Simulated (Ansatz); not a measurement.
ZnSe

```xyz
8
Lattice="5.6648 0.0000 0.0000 0.0000 0.0000 -5.6648 0.0000 5.6648 0.0000" Properties=species:S:1:pos:R:3 pbc="T T T"
Zn    2.8324    0.0000   -2.8324
Zn    0.0000    2.8324   -2.8324
Zn    0.0000    0.0000    0.0000
Zn    2.8324    2.8324    0.0000
Se    1.4162    1.4162   -4.2486
Se    4.2486    4.2486   -4.2486
Se    4.2486    1.4162   -1.4162
Se    1.4162    4.2486   -1.4162
```

Space group F-43m; started from the measured structure prototype, which need not be the ambient phase.

All numbers below come from DFT, HSE06, plane waves, PAW (Ansatz).

The density is the valence pseudo-density of a PAW calculation; it isn't the true density close to the nuclei.

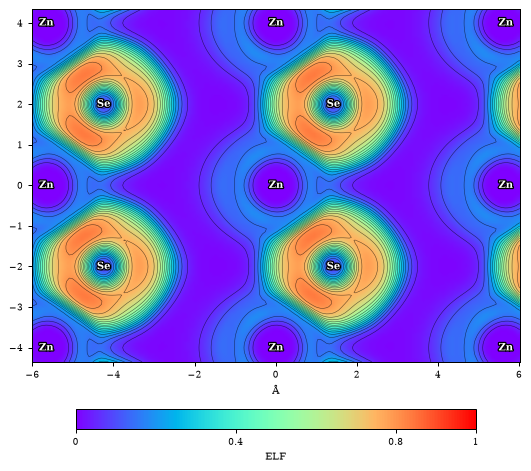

Figure 1. ELF on the (101) plane of the conventional cell.

> What do the fields say about this system?

- The section cuts through Zn and Se sites.
- Zn–Se (2.45 Å): the ELF is about 0.60 at the midpoint.

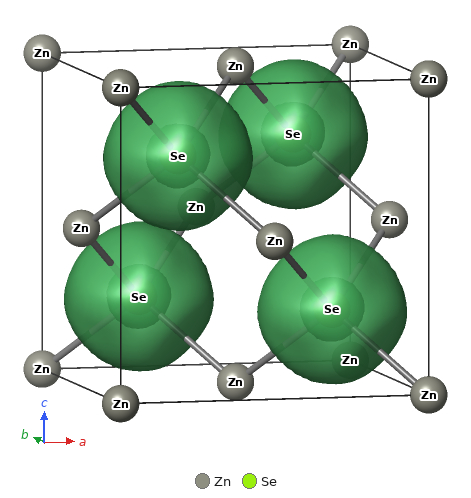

Figure 2. Isosurface of the electron localisation function at 0.65 (green), seen slightly off an axis. Core shells and regions of very low density are left out. Sticks mark near contacts.

> What do the ELF domains correspond to?

The ELF exceeds this value in four regions wrapped around Se (the valence shell of each), counted in one cell of 8 atoms. Regions shared between cells count once.

> Does the calculation make it a metal, or give it a gap?

It is gapped, with a Kohn–Sham gap of 2.4 eV on the k-point mesh (the band edges may lie off the mesh, which would make the gap smaller).
